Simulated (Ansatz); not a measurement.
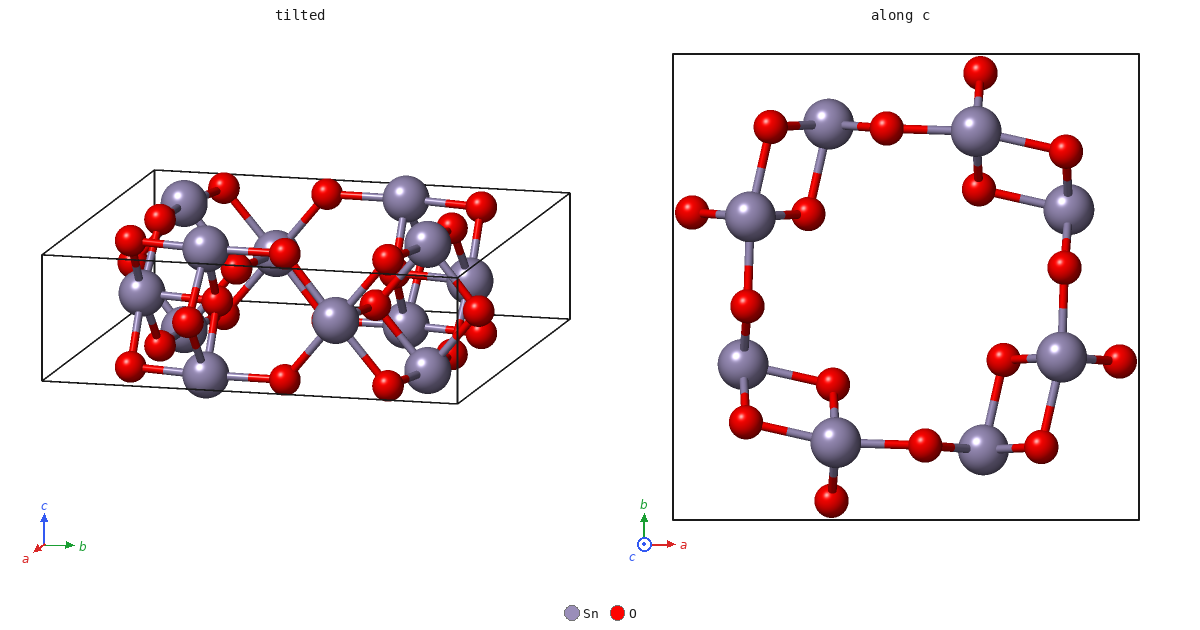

The figure gives a ball-and-stick picture of the atoms, viewed slightly off an axis and along the c axis. The edges of the conventional unit cell are marked.

SnO2, space group I4/m (No. 87), a = 10.655 Å, b = 10.655 Å, c = 3.190 Å, α = 90.00°, β = 90.00°, γ = 90.00°. Starting structure: a structure listed in the Materials Project. Earlier steps of the study, as a rule a relaxation of our own, may have changed the cell and positions, so they can lie some per cent off the listed ones. Ansatz was used for an electronic-structure calculation on it.

This one geometry was computed with Ansatz (DFT, plane waves, PAW) at five levels of theory: PBE with spin-orbit coupling, PBE0, HSE06, r2SCAN and PBE. It was relaxed beforehand with r2SCAN.

**Which level gives the highest pressure at this volume, and what does that say about its equilibrium volume?**

Highest: PBE with spin-orbit coupling (6.0 GPa) and PBE (6.1 GPa), which points to the largest equilibrium volume. Lowest, with the smallest volume: PBE0 (-1.4 GPa) and HSE06 (-1.4 GPa). Levels within 0.5 GPa of each other can't be told apart.

**How does the band gap change with the level of theory?**

PBE: a gap of 2.04 eV, indirect; PBE with spin-orbit coupling: a gap of 2.04 eV, indirect; r2SCAN: a gap of 2.62 eV, indirect; HSE06: a gap of 3.67 eV, indirect; PBE0: a gap of 4.39 eV, indirect.

**Collect the results in a table.**

| level | cutoff (eV) | k-mesh of the run's cell | gap (eV) | pressure (GPa) |
| --- | --- | --- | --- | --- |
| PBE with spin-orbit coupling | 420 | 8×8×8 | 2.04 | 6.0 |
| PBE0 | 420 | 6×6×6 | 4.39 | -1.4 |
| HSE06 | 420 | 6×6×6 | 3.67 | -1.4 |
| r2SCAN | 500 | 8×8×8 | 2.62 | 0.0 |
| PBE | 420 | 8×8×8 | 2.04 | 6.1 |

Gaps are taken on the k-mesh or band path of each run.
